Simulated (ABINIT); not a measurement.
## NiO: phonon calculation (part 2 of 3)

Continued. System: NiO (2 atoms in the cell). Method: Kohn-Sham DFT of a periodic cell, PBEsol, PseudoDojo NC SR PBEsol v0.4.1 standard, spin-polarised (ABINIT 10.8.3); cutoff 1224.51 eV, 6×6×6 k-mesh, fermi-dirac of 0.05 eV, collinear spins. The structure derives from an entry of the Crystallography Open Database.

Geometry of the input (Å; fractional positions):
```
0.0000  2.0859  2.0859
2.0859  0.0000  2.0859
2.0859  2.0859  0.0000
Ni 0.0000  0.0000  0.0000
O  0.5000  0.5000  0.5000
```

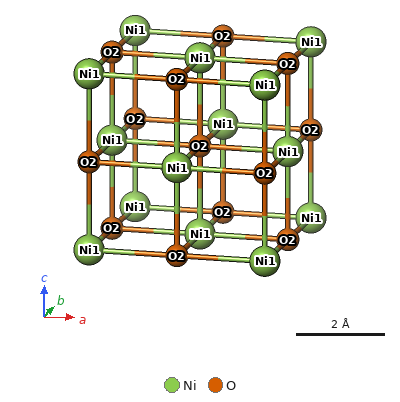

Fig. 1: The input geometry (ball-and-stick view of the cell 4 times as large as that of the calculation, set on its symmetry axes, seen slightly off an axis; atoms are numbered from 1 in the order of the input). An atom can appear more than once, as a periodic image.

### What the program printed, continued
```
                       0.000000  0.000000  0.000000
                       1.000000  1.000000  1.000000  1.000000  1.000000  1.000000
                       1.000000  1.000000  1.000000  1.000000  1.000000  1.000000
                       0.000000  0.000000  0.000000  0.000000  0.000000  0.000000
                       0.000000  0.000000  0.000000
                       1.000000  1.000000  1.000000  1.000000  1.000000  1.000000
                       1.000000  1.000000  1.000000  1.000000  1.000000  1.000000
                       0.000000  0.000000  0.000000  0.000000  0.000000  0.000000
                       0.000000  0.000000  0.000000
                       1.000000  1.000000  1.000000  1.000000  1.000000  1.000000
                       1.000000  1.000000  1.000000  1.000000  1.000000  1.000000
                       0.000000  0.000000  0.000000  0.000000  0.000000  0.000000
                       0.000000  0.000000  0.000000
                       1.000000  1.000000  1.000000  1.000000  1.000000  1.000000
                       1.000000  1.000000  1.000000  1.000000  1.000000  1.000000
                       0.000000  0.000000  0.000000  0.000000  0.000000  0.000000
                       0.000000  0.000000  0.000000
                       1.000000  1.000000  1.000000  1.000000  1.000000  1.000000
                       1.000000  1.000000  1.000000  1.000000  1.000000  1.000000
                       0.000000  0.000000  0.000000  0.000000  0.000000  0.000000
                       0.000000  0.000000  0.000000
                       1.000000  1.000000  1.000000  1.000000  1.000000  1.000000
                       1.000000  1.000000  1.000000  1.000000  1.000000  1.000000
                       0.000000  0.000000  0.000000  0.000000  0.000000  0.000000
                       0.000000  0.000000  0.000000
                       1.000000  1.000000  1.000000  1.000000  1.000000  1.000000
                       1.000000  1.000000  1.000000  1.000000  1.000000  1.000000
                       0.000000  0.000000  0.000000  0.000000  0.000000  0.000000
                       0.000000  0.000000  0.000000
                       1.000000  1.000000  1.000000  1.000000  1.000000  1.000000
                       1.000000  1.000000  1.000000  1.000000  1.000000  1.000000
                       0.000000  0.000000  0.000000  0.000000  0.000000  0.000000
                       0.000000  0.000000  0.000000
                       1.000000  1.000000  1.000000  1.000000  1.000000  1.000000
                       1.000000  1.000000  1.000000  1.000000  1.000000  1.000000
                       0.000000  0.000000  0.000000  0.000000  0.000000  0.000000
                       0.000000  0.000000  0.000000
                       1.000000  1.000000  1.000000  1.000000  1.000000  1.000000
                       1.000000  1.000000  1.000000  1.000000  1.000000  1.000000
                       0.000000  0.000000  0.000000  0.000000  0.000000  0.000000
                       0.000000  0.000000  0.000000
                       1.000000  1.000000  1.000000  1.000000  1.000000  1.000000
                       1.000000  1.000000  1.000000  1.000000  1.000000  1.000000
                       0.000000  0.000000  0.000000  0.000000  0.000000  0.000000
                       0.000000  0.000000  0.000000
                       1.000000  1.000000  1.000000  1.000000  1.000000  1.000000
                       1.000000  1.000000  1.000000  1.000000  1.000000  1.000000
                       0.000000  0.000000  0.000000  0.000000  0.000000  0.000000
                       0.000000  0.000000  0.000000
                       1.000000  1.000000  1.000000  1.000000  1.000000  1.000000
                       1.000000  1.000000  1.000000  1.000000  1.000000  1.000000
                       0.000000  0.000000  0.000000  0.000000  0.000000  0.000000
                       0.000000  0.000000  0.000000
                       prtocc : prtvol=0, do not print more k-points.
           occopt           3
        optdriver1          0
        optdriver2          1
           prtden           0
        prtebands           0
           prteig           0
            prtwf1          1
            prtwf2          0
           rfphon1          0
           rfphon2          1
            rprim      0.0000000000E+00  3.9417828252E+00  3.9417828252E+00
                       3.9417828252E+00  0.0000000000E+00  3.9417828252E+00
                       3.9417828252E+00  3.9417828252E+00  0.0000000000E+00
           shiftk      5.00000000E-01  5.00000000E-01  5.00000000E-01
          spgroup         225
           spinat      0.0000000000E+00  0.0000000000E+00  1.0000000000E+00
                       0.0000000000E+00  0.0000000000E+00  0.0000000000E+00
           tolvrs1     1.00000000E-15
           tolvrs2     1.00000000E-08
           tolwfr1     1.00000000E-14
           tolwfr2     0.00000000E+00
           tsmear      1.83746611E-03 Hartree
            typat      1  2
                       outvars : Printing only first  50 k-points.
           xangst      0.0000000000E+00  0.0000000000E+00  0.0000000000E+00
                       2.0859016400E+00  2.0859016400E+00  2.0859016400E+00
            xcart      0.0000000000E+00  0.0000000000E+00  0.0000000000E+00
                       3.9417828252E+00  3.9417828252E+00  3.9417828252E+00
             xred      0.0000000000E+00  0.0000000000E+00  0.0000000000E+00
                       5.0000000000E-01  5.0000000000E-01  5.0000000000E-01
            znucl       28.00000    8.00000

================================================================================

 chkinp: Checking input parameters for consistency, jdtset=   1.

 chkinp: Checking input parameters for consistency, jdtset=   2.

================================================================================
== DATASET  1 ==================================================================

--- !DatasetInfo
iteration_state: {dtset: 1, }
dimensions: {natom: 2, nkpt: 28, mband: 21, nsppol: 2, nspinor: 1, nspden: 2, mpw: 1789, }
cutoff_energies: {ecut:  45.0, pawecutdg:  -1.0, }
electrons: {nelect:   2.40000000E+01, charge:   0.00000000E+00, occopt:   3.00000000E+00, tsmear:   1.83746611E-03, }
meta: {optdriver: 0, ionmov: 0, optcell: 0, iscf: 7, paral_kgb: 0, }
...

 Real(R)+Recip(G) space primitive vectors, cartesian coordinates (Bohr,Bohr^-1):
 R(1)=  0.0000000  3.9417828  3.9417828  G(1)= -0.1268462  0.1268462  0.1268462
 R(2)=  3.9417828  0.0000000  3.9417828  G(2)=  0.1268462 -0.1268462  0.1268462
 R(3)=  3.9417828  3.9417828  0.0000000  G(3)=  0.1268462  0.1268462 -0.1268462
 Unit cell volume ucvol=  1.2249210E+02 bohr^3
 Angles (23,13,12)=  6.00000000E+01  6.00000000E+01  6.00000000E+01 degrees

 getcut: wavevector=  0.0000  0.0000  0.0000  ngfft=  36  36  36
         ecut(hartree)=     45.000   => boxcut(ratio)=   2.13857

--- Pseudopotential description ------------------------------------------------
- pspini: atom type   1  psp file is ./Ni.upf
  28.00000  18.00000  180301                  znucl, zion, pspdat
12 -116133 2 -1 1356                          pspcod,pspxc,lmax,lloc,mmax
     nproj     2     2     2

- pspini: atom type   2  psp file is ./O.upf
   8.00000   6.00000  180301                  znucl, zion, pspdat
12 -116133 2 -1 936                           pspcod,pspxc,lmax,lloc,mmax
     nproj     2     2     1

   6.19221517E+02                                ecore*ucvol(ha*bohr**3)
--------------------------------------------------------------------------------

================================================================================

--- !BeginCycle
iteration_state: {dtset: 1, }
solver: {iscf: 7, nstep: 80, nline: 6, wfoptalg: 0, }
tolerances: {tolwfr: 1.00E-14, tolvrs: 1.00E-15, }
...

     iter   Etot(hartree)      deltaE(h)  residm     vres2   difmagsph maxmagsph
 ETOT  1  -184.03492735189    -1.840E+02 8.927E-02 1.540E+02 6.746E-01 6.746E-01
 ETOT  2  -184.02717429542     7.753E-03 3.316E-06 6.270E+02 2.866E-01 3.880E-01
 ETOT  3  -184.08219713374    -5.502E-02 1.680E-03 7.509E+01 2.687E-01 6.567E-01
 ETOT  4  -184.09003161543    -7.834E-03 1.403E-04 5.012E-01 5.724E-02 5.995E-01
 ETOT  5  -184.09010297351    -7.136E-05 2.309E-06 9.633E-02 1.138E-02 6.108E-01
 ETOT  6  -184.09012116293    -1.819E-05 3.611E-07 1.053E-02 1.457E-02 6.254E-01
 ETOT  7  -184.09013601808    -1.486E-05 6.544E-08 2.358E-02 2.227E-02 6.477E-01
 ETOT  8  -184.09011218053     2.384E-05 3.187E-07 4.293E-03 4.245E-02 6.052E-01
 ETOT  9  -184.09010305365     9.127E-06 5.095E-07 7.525E-04 3.963E-02 5.656E-01
 ETOT 10  -184.09010256429     4.894E-07 2.014E-08 6.275E-05 9.474E-03 5.561E-01
 ETOT 11  -184.09010251396     5.033E-08 3.877E-09 5.141E-07 3.901E-03 5.522E-01
 ETOT 12  -184.09010251364     3.207E-10 4.389E-11 1.994E-09 3.871E-04 5.518E-01
 ETOT 13  -184.09010251363     1.228E-11 7.705E-14 3.769E-10 2.115E-05 5.519E-01
 ETOT 14  -184.09010251363     5.400E-13 3.564E-14 4.714E-12 1.177E-05 5.519E-01
 ETOT 15  -184.09010251363    -3.809E-12 9.686E-15 1.470E-12 2.956E-07 5.519E-01
 ETOT 16  -184.09010251364    -1.265E-11 9.953E-15 5.665E-14 7.224E-07 5.519E-01
 ETOT 17  -184.09010251364     1.762E-12 9.928E-15 5.527E-14 1.508E-08 5.519E-01
 ETOT 18  -184.09010251363     1.481E-11 9.956E-15 3.552E-14 2.238E-08 5.519E-01
 ETOT 19  -184.09010251363    -2.132E-12 9.472E-15 7.132E-15 7.210E-08 5.519E-01
 ETOT 20  -184.09010251363    -7.020E-12 9.516E-15 1.489E-16 2.631E-08 5.519E-01

 At SCF step   20  max residual=  9.52E-15 < tolwfr=  1.00E-14 AND vres2   =  1.49E-16 < tolvrs=  1.00E-15 =>converged.

 Cartesian components of stress tensor (hartree/bohr^3)
  sigma(1 1)=  4.27178331E-04  sigma(3 2)=  0.00000000E+00
  sigma(2 2)=  4.27178331E-04  sigma(3 1)=  0.00000000E+00
  sigma(3 3)=  4.27178331E-04  sigma(2 1)=  0.00000000E+00

--- !ResultsGS
iteration_state: {dtset: 1, }
comment   : Summary of ground state results
lattice_vectors:
- [  0.0000000,   3.9417828,   3.9417828, ]
- [  3.9417828,   0.0000000,   3.9417828, ]
- [  3.9417828,   3.9417828,   0.0000000, ]
lattice_lengths: [   5.57452,    5.57452,    5.57452, ]
lattice_angles: [ 60.000,  60.000,  60.000, ] # degrees, (23, 13, 12)
lattice_volume:   1.2249210E+02
convergence: {deltae: -7.020E-12, res2:  1.489E-16, residm:  9.516E-15, diffor: null, }
etotal    :  -1.84090103E+02
entropy   :   0.00000000E+00
fermie    :   3.22052327E-01
cartesian_stress_tensor: # hartree/bohr^3
- [  4.27178331E-04,   0.00000000E+00,   0.00000000E+00, ]
- [  0.00000000E+00,   4.27178331E-04,   0.00000000E+00, ]
- [  0.00000000E+00,   0.00000000E+00,   4.27178331E-04, ]
pressure_GPa:  -1.2568E+01
xred      :
- [  0.0000E+00,   0.0000E+00,   0.0000E+00, Ni]
- [  5.0000E-01,   5.0000E-01,   5.0000E-01,  O]
cartesian_forces: # hartree/bohr
- [ -0.00000000E+00,  -0.00000000E+00,  -0.00000000E+00, ]
- [ -0.00000000E+00,  -0.00000000E+00,  -0.00000000E+00, ]
force_length_stats: {min:   0.00000000E+00, max:   0.00000000E+00, mean:   0.00000000E+00, }
...

 Integrated electronic and magnetization densities in atomic spheres:
 ------------------------------------------------------------------------------------------------------------
 Radius=ratsph(iatom), smearing ratsm=  0.0000. Diff(up-dn)=approximate z local magnetic moment.
    Atom    Radius    up_density   dn_density  Total(up+dn)  Diff(up-dn)
    1 Ni   2.00000     8.392964     7.841081     16.234045     0.551883
    2  O   2.00000     3.109810     3.028995      6.138805     0.080816
 ------------------------------------------------------------------------------------------------------------
  Sum:                11.502774    10.870076     22.372850     0.632698
 Total magnetization (from the atomic spheres):                0.632698
 Total magnetization (exact up - dn):                          0.638636

================================================================================

 ----iterations are completed or convergence reached----

 Mean square residual over all n,k,spin=   28.779E-16; max=  95.156E-16
 reduced coordinates (array xred) for    2 atoms
       0.000000000000      0.000000000000      0.000000000000
       0.500000000000      0.500000000000      0.500000000000
 rms dE/dt=  0.0000E+00; max dE/dt=  0.0000E+00; dE/dt below (all hartree)
    1       0.000000000000      0.000000000000      0.000000000000
    2       0.000000000000      0.000000000000      0.000000000000

 cartesian coordinates (angstrom) at end:
    1      0.00000000000000     0.00000000000000     0.00000000000000
    2      2.08590164000958     2.08590164000958     2.08590164000958

 cartesian forces (hartree/bohr) at end:
    1     -0.00000000000000    -0.00000000000000    -0.00000000000000
    2     -0.00000000000000    -0.00000000000000    -0.00000000000000
 frms,max,avg= 0.0000000E+00 0.0000000E+00   0.000E+00  0.000E+00  0.000E+00 h/b

 cartesian forces (eV/Angstrom) at end:
    1     -0.00000000000000    -0.00000000000000    -0.00000000000000
    2     -0.00000000000000    -0.00000000000000    -0.00000000000000
 frms,max,avg= 0.0000000E+00 0.0000000E+00   0.000E+00  0.000E+00  0.000E+00 e/A
 length scales=  1.000000000000  1.000000000000  1.000000000000 bohr
              =  0.529177210544  0.529177210544  0.529177210544 angstroms
 Fermi (or HOMO) energy (hartree) =   0.32205   Average Vxc (hartree)=  -0.49291
 Magnetization (Bohr magneton)=  6.38636216E-01
 Total spin up =  1.23193181E+01   Total spin down =  1.16806819E+01
 Eigenvalues (hartree) for nkpt=  28  k points, SPIN UP:
 kpt#   1, nband= 21, wtk=  0.02778, kpt= -0.0833 -0.1667  0.0000 (reduced coord)
  -3.46520   -2.01553   -2.01536   -2.01534   -0.41690    0.13761    0.17642    0.18002
   0.24780    0.25294    0.26686    0.27381    0.28874    0.43770    0.86066    0.96002
   0.96474    1.02348    1.12420    1.19734    1.25978
      occupation numbers for kpt#   1
   1.00000    1.00000    1.00000    1.00000    1.00000    1.00000    1.00000    1.00000
   1.00000    1.00000    1.00000    1.00000    1.00000    0.00000    0.00000    0.00000
   0.00000    0.00000    0.00000    0.00000    0.00000
 prteigrs : prtvol=0 or 1, do not print more k-points.

 Eigenvalues (hartree) for nkpt=  28  k points, SPIN DOWN:
 kpt#   1, nband= 21, wtk=  0.02778, kpt= -0.0833 -0.1667  0.0000 (reduced coord)
  -3.44370   -1.99244   -1.99227   -1.99225   -0.41219    0.14641    0.18493    0.18856
   0.26076    0.27574    0.27962    0.29521    0.31560    0.44292    0.86334    0.96454
   0.96872    1.02840    1.12632    1.20317    1.26412
      occupation numbers for kpt#   1
   1.00000    1.00000    1.00000    1.00000    1.00000    1.00000    1.00000    1.00000
   1.00000    1.00000    1.00000    1.00000    0.97109    0.00000    0.00000    0.00000
   0.00000    0.00000    0.00000    0.00000    0.00000
 prteigrs : prtvol=0 or 1, do not print more k-points.

--- !EnergyTerms
iteration_state     : {dtset: 1, }
comment             : Components of total free energy in Hartree
kinetic             :  9.01681518284638E+01
hartree             :  5.41595450090175E+01
xc                  : -2.53191073339536E+01
Ewald energy        : -1.19611653751645E+02
psp_core            :  5.05519560550608E+00
local_psp           : -1.59225238871578E+02
non_local_psp       : -2.93162904913558E+01
internal            : -1.84089398005546E+02
'-kT*entropy'       : -7.04508089073988E-04
total_energy        : -1.84090102513635E+02
total_energy_eV     : -5.00934688356075E+03
band_energy         : -1.67355287899926E+01
...

 Cartesian components of stress tensor (hartree/bohr^3)
  sigma(1 1)=  4.27178331E-04  sigma(3 2)=  0.00000000E+00
  sigma(2 2)=  4.27178331E-04  sigma(3 1)=  0.00000000E+00
  sigma(3 3)=  4.27178331E-04  sigma(2 1)=  0.00000000E+00

-Cartesian components of stress tensor (GPa)         [Pressure= -1.2568E+01 GPa]
- sigma(1 1)=  1.25680204E+01  sigma(3 2)=  0.00000000E+00
- sigma(2 2)=  1.25680204E+01  sigma(3 1)=  0.00000000E+00
- sigma(3 3)=  1.25680204E+01  sigma(2 1)=  0.00000000E+00

================================================================================
== DATASET  2 ==================================================================
```
